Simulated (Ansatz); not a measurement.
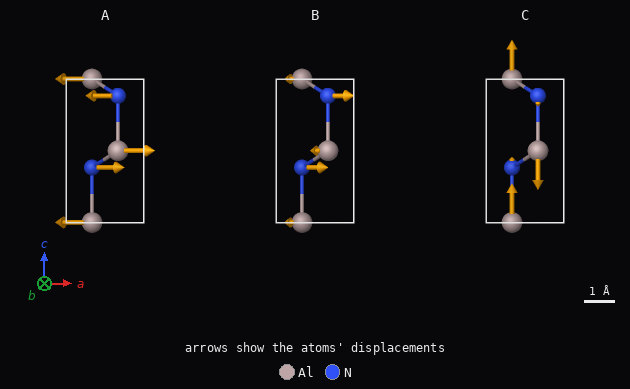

Modes of solid AlN relaxed at 15 GPa, space group P6₃mc (No. 186), at the zone centre (one member of each degenerate set). The orange arrows are the displacements of the atoms (eigenvector over the root of the mass), of arbitrary overall length and sign. The picture is a ball-and-stick view of the cell of the calculation, seen along the b axis.

These are results of DFT PBE, scalar-relativistic, plane waves, PAW (Ansatz 0.2.0), not measurements.

Frequencies are those without the non-analytic (LO–TO) term.

Which are infrared-active and which Raman-active?

A is E₂, Raman-active by symmetry (236 cm⁻¹). B is E₁, infrared- and Raman-active by symmetry (715 cm⁻¹). C is B₁, silent by symmetry (neither infrared- nor Raman-active) (568 cm⁻¹).
